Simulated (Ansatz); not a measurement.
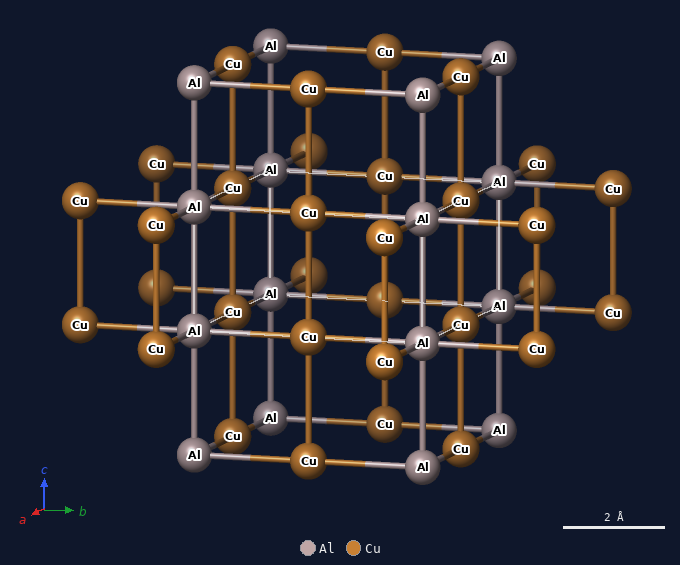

The image is a ball-and-stick drawing of a crystal, viewed slightly off an axis. The wireframe shows the conventional unit cell. The bonded neighbours beyond the faces are included. Cell: a = 4.80 Å, b = 4.80 Å, c = 2.51 Å, α = 90.00°, β = 90.00°, γ = 90.00°.

The cell started as a structure type filled with these elements by a generator (whether the compound takes this form wasn't checked). Earlier steps of the study may have refined or changed the cell and positions. It went into a calculation with Ansatz.

Question: Give a description of the structure.

Answer: Formula: AlCu₂. Its lattice is primitive tetragonal, its space group P4/mmm (No. 123). The cell comprises 1 formula unit: 1 Al, 2 Cu. The Al atoms are each bonded to four Cu and two Al in an octahedral arrangement (about 2.4 Å to Cu, 2.5 Å to Al). Cu is coordinated by two Al and two Cu in a square planar arrangement (about 2.4 Å to Al, 2.5 Å to Cu). The bonds build a three-dimensional framework.

Method: DFT PBE, scalar-relativistic, plane waves, PAW in Ansatz; a cutoff energy of 420 eV, 10×10×18 k-mesh, Gaussian smearing of 0.1 eV, no spin polarisation.

Question: Metal or not?

Answer: A metal: bands cross the Fermi level.

Question: What are the atomic charges by Bader's partition?

Answer: Al +0.87 e; Cu -0.43 e.

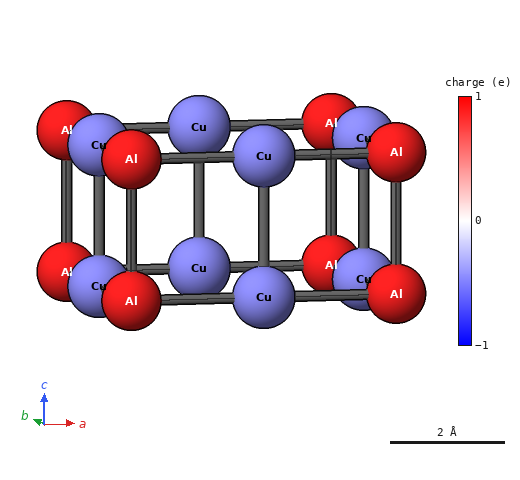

The atoms coloured by those charges. The run's cell of 3 atoms is drawn.

Question: Has the structure come to rest?

Answer: Yes. All forces vanish to within 0.01 eV/Å. The pressure is 0.0 GPa, close to zero.
